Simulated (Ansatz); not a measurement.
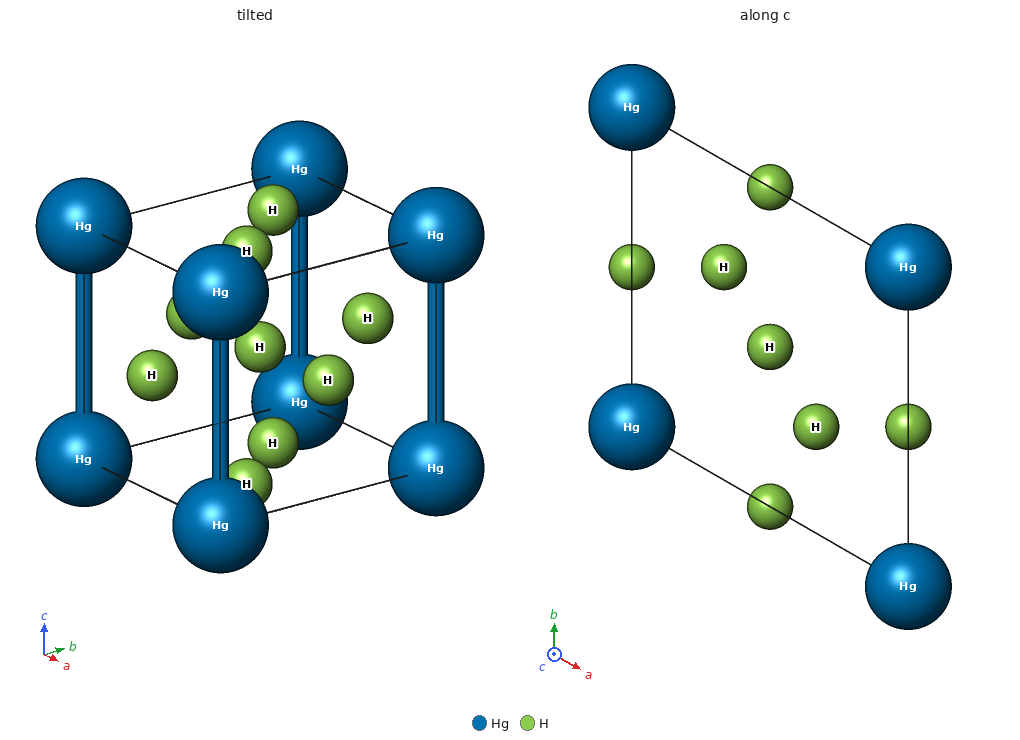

View slightly off an axis and along the c axis, drawn as a ball-and-stick model. The edges of the conventional unit cell are marked. Cell: a = 4.14 Å, b = 4.14 Å, c = 2.77 Å, α = 90.00°, β = 90.00°, γ = 120.00°.

Starting structure: a structure type filled with these elements by a generator (whether the compound takes this form wasn't checked). Earlier steps of the study may have refined or changed the cell and positions. It was run through Ansatz as a DFT input.

**State composition, symmetry and coordination.**

This is HgH5. Space group: P6/mmm (No. 191). Lattice: primitive hexagonal. The structure is of the kind named CaCu₅ type. Cell content 1 Hg, 5 H; Z = 1. Neighbours within bonding distance: Hg 2.

The numbers come from DFT PBE, scalar-relativistic, plane waves, PAW in Ansatz 0.2.0, using 420 eV cutoff, Brillouin-zone sampling on a 12×12×14 mesh, Gaussian smearing of 0.1 eV, no spin polarisation.

**Metal or not?**

A metal: bands cross the Fermi level.

**What charge does Bader's analysis assign to each element?**

Hg +0.24 e; H -0.07 to -0.03 e.

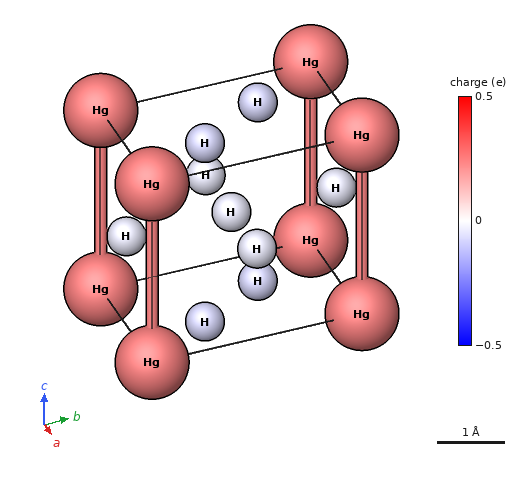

The atoms coloured by those charges. The run's cell of 6 atoms is drawn.

**Can this geometry be taken as optimised?**

Yes. All forces vanish to within 0.01 eV/Å. The pressure is 0.0 GPa, close to zero.
